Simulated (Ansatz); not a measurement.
**ZnSe: density, localisation and related maps**

Input file:

```
crystal:
  lattice:
    - [3.8329923258, 0.0, 0.0]
    - [-1.9164961629, 3.3194687267, 0.0]
    - [0.0, 0.0, 10.7514556025]
  atoms:
    - { symbol: Zn, position: [0.6666666667, 0.3333333333, 0.2195672304] }
    - { symbol: Zn, position: [0.6666666667, 0.3333333333, 0.7804327696] }
    - { symbol: Zn, position: [0.3333333333, 0.6666666667, 0.5] }
    - { symbol: Se, position: [0.0, 0.0, 0.3343702969] }
    - { symbol: Se, position: [0.0, 0.0, 0.6656297031] }
    - { symbol: Se, position: [0.6666666667, 0.3333333333, 0.0] }
basis:
  ecutwfc: 420
kpoints:
  mp_grid: { grid: [12, 12, 4] }
hamiltonian:
  xc: pbe
scf:
  occupations: { method: gaussian, width: 0.1 }
output:
  forces: true
  stress: true
  eigenvalues: true
  write_density: true
  write_potential: true
  elf: true
  volumetric_format: npy
relax:
  adjacent_minimum: "off"
  f_tol: 0.01
  max_steps: 80
  cell: { stress_tol: 0.05 }
```

Launched as:

```sh
ansatz run input.yaml --threads 1 --pin off --max-ram 2560MiB --backend cpu --events-out ev --progress --plain --runs-dir out
```

Below, planes, directions and counts refer to the conventional cell (a = 3.82 Å, b = 3.82 Å, c = 10.78 Å, α = 90.00°, β = 90.00°, γ = 120.00°).

The fields are those of the run's last geometry, not of the input's.

Space group P-6m2; a structure generated by program, which may or may not match a known phase.

Method: DFT PBE, scalar-relativistic, plane waves, PAW in Ansatz 0.2.0.

In a PAW calculation such maps are meaningful between the atoms, not at the nuclei.

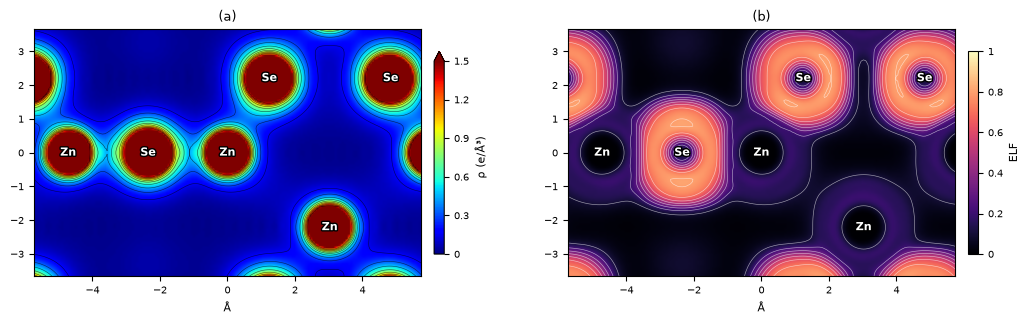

Figure 1. (a) valence charge density (pseudo); (b) electron localisation function on the (110) plane of the conventional cell.

**What does the map show?**

Atoms in the plane: Zn and Se. Zn–Se (2.36 Å): ρ at the midpoint is about 0.47 e/Å³; the ELF is about 0.55 at the midpoint. Zn–Se (2.53 Å): ρ is about 0.4 e/Å³ halfway; the ELF is about 0.55 at the midpoint. Between the atoms the lowest density in this plane is 0.01 e/Å³. The ELF also peaks beside Se, away from the bonds: lone-pair regions.

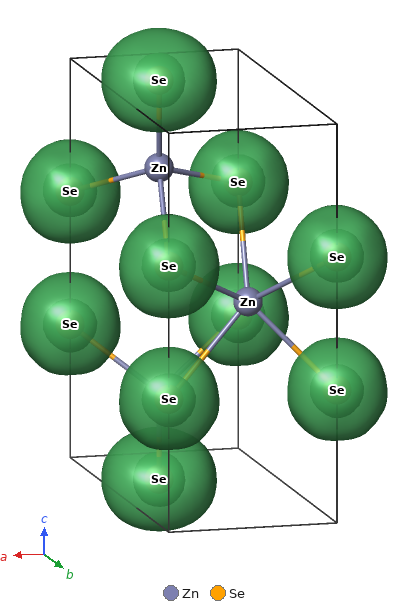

Figure 2. Isosurface of the electron localisation function at 0.7 (green), seen at an oblique angle. Core shells and regions of very low density are left out. Sticks mark near contacts.

**Describe the localisation domains.**

The ELF exceeds this value in three regions wrapped around Se (the valence shell of each), counted in one cell of 6 atoms. Regions shared between cells count once.

**Metal or insulator at this level of theory?**

It is metallic or semimetallic at this level of theory: no gap opens.
